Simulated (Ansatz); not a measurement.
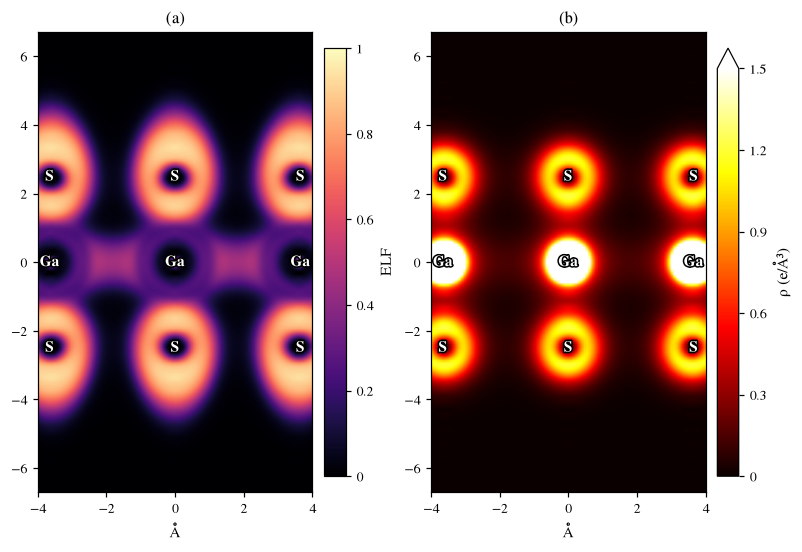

The picture shows: GaS2. (a) electron localisation function; (b) valence electron density on the (110) plane of the calculation cell, a cut from vacuum to vacuum.

A structure generated by program, which may or may not match a known phase; computed without spin polarisation.

The calculation used DFT PBE, scalar-relativistic, plane waves, PAW in Ansatz 0.2.0.

In a PAW calculation such maps are meaningful between the atoms, not at the nuclei.

```yaml
crystal:
  lattice:
    - [2.58337, 0.00000, 0.00000]
    - [0.00000, 2.58337, 0.00000]
    - [0.00000, 0.00000, 34.30118]
  atoms:
    - { symbol: Ga, position: [0.00000, 0.00000, 0.27696] }
    - { symbol: S, position: [0.00000, 0.00000, 0.34965] }
    - { symbol: S, position: [0.00000, 0.00000, 0.20427] }
```

> What do the fields say about this system?

The plane passes through Ga and S nuclei. Ga–S (2.49 Å): the density is about 0.43 e/Å³ at the midpoint, with its minimum of 0.35 e/Å³ about 1.1 Å from Ga; the ELF peaks at about 0.90 in the valence shell of S, 0.8 Å from its nucleus, and is about 0.60 at the midpoint. The density dies away to nearly zero in the vacuum. The ELF also peaks beside S, away from the bonds: lone-pair regions.

> Does the calculation make it a metal, or give it a gap?

It is metallic or semimetallic at this level of theory: no gap opens.
